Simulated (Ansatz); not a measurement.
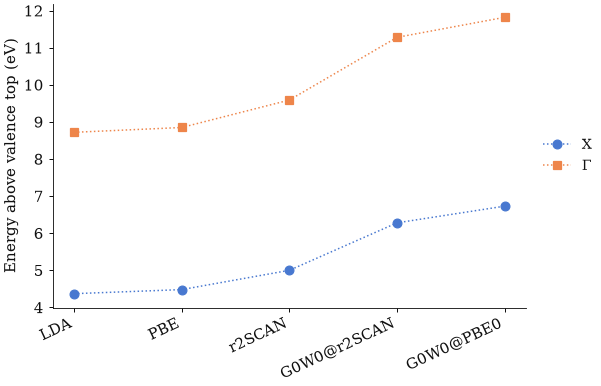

Lowest conduction level at each named k point, counted from the valence-band top at Γ, by several methods on one cell of zincblende BN, space group F-43m (No. 216), 2 atoms in the primitive cell, relaxed with r2SCAN; cubic a = 3.610 Å. All runs are without spin-orbit coupling and carry no moments. The cell is at 5 GPa in PBE.

Question: How do the methods rank at X?

Answer: From low to high: LDA 4.37, PBE 4.48, r2SCAN 5.00, G0W0@r2SCAN 6.28, G0W0@PBE0 6.73 eV.

Question: Do the methods agree on which of these conduction levels is lowest?

Answer: Yes: all put it at X.

```csv
method,program,X (eV),Γ (eV)
LDA,Ansatz,4.37,8.72
PBE,Ansatz,4.48,8.85
r2SCAN,Ansatz,5.00,9.59
G0W0@r2SCAN,Ansatz,6.28,11.28
G0W0@PBE0,Ansatz,6.73,11.82
```

Settings. LDA: Ansatz PAW set, 12×12×12 k mesh, 420 eV cutoff, fixed occupations (Ansatz). PBE: Ansatz PAW set, 12×12×12 k mesh, 420 eV cutoff, Fermi-Dirac smearing of 0.02 eV (Ansatz 0.2.0). r2SCAN: Ansatz PAW set, 12×12×12 k mesh, 500 eV cutoff, fixed occupations (Ansatz). G0W0@r2SCAN: r2SCAN, Ansatz PAW set, 8×8×8 k mesh, 500 eV cutoff, fixed occupations (Ansatz 0.2.0), G0W0 with empty bands 64, screening cutoff 180 eV and frequency treatment contour deformation. G0W0@PBE0: PBE0, Ansatz PAW set, 8×8×8 k mesh, 420 eV cutoff, fixed occupations (Ansatz 0.2.0), G0W0 with empty bands 64, screening cutoff 180 eV and frequency treatment contour deformation.

These are five of the 11 methods that were run on this cell. The usual form of BN is layered hexagonal. LDA, r2SCAN, G0W0@r2SCAN and G0W0@PBE0: the PAW data sets were made with another functional. LDA, GGA and most meta-GGA functionals understate gaps. The GW values are at finite bands, cutoffs and mesh, short of the basis limit.
